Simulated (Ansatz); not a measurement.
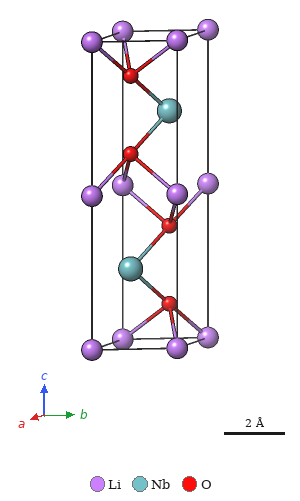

Lattice vibrations of solid LiNbO2, space group P6₃/mmc (No. 194), at the zone centre. The picture is a ball-and-stick view of the cell of the calculation, seen slightly off an axis. Only the shorter bonds are drawn.

These are results of Ansatz 0.2.0, DFT r2SCAN, scalar-relativistic, plane waves, PAW, not measurements. Settings: plane-wave cutoff 500 eV; k-point mesh 12 × 12 × 4; occupations gaussian; smearing width 0.05 eV; no spin polarisation.

Frequencies are those without the non-analytic (LO–TO) term.

### Which optical modes does it have, at what frequencies, and is it stable there?

The calculation's cell holds 8 atoms, so there are 21 optical modes, in 13 levels. No level is unstable.

| level | symmetry | frequency (cm⁻¹) | activity |
| --- | --- | --- | --- |
| 1 | E₂g | 71 | Raman-active |
| 2 | B₁g | 145 | silent |
| 3 | E₂u | 218 | silent |
| 4 | E₁u | 227 | infrared-active |
| 5 | triply degenerate | 413 | not assigned |
| 6 | E₁g | 418 | Raman-active |
| 7 | E₁u | 444 | infrared-active |
| 8 | E₂g | 448 | Raman-active |
| 9 | B₂u | 500 | silent |
| 10 | A₂u | 630 | infrared-active |
| 11 | A₁g | 643 | Raman-active |
| 12 | B₂u | 689 | silent |
| 13 | B₁g | 715 | silent |

The displacement patterns (one member of each degenerate set), 6 of the levels:

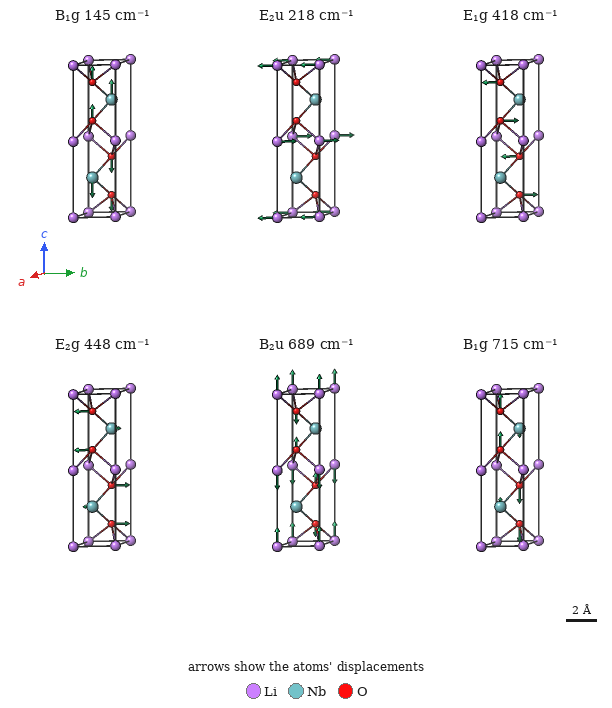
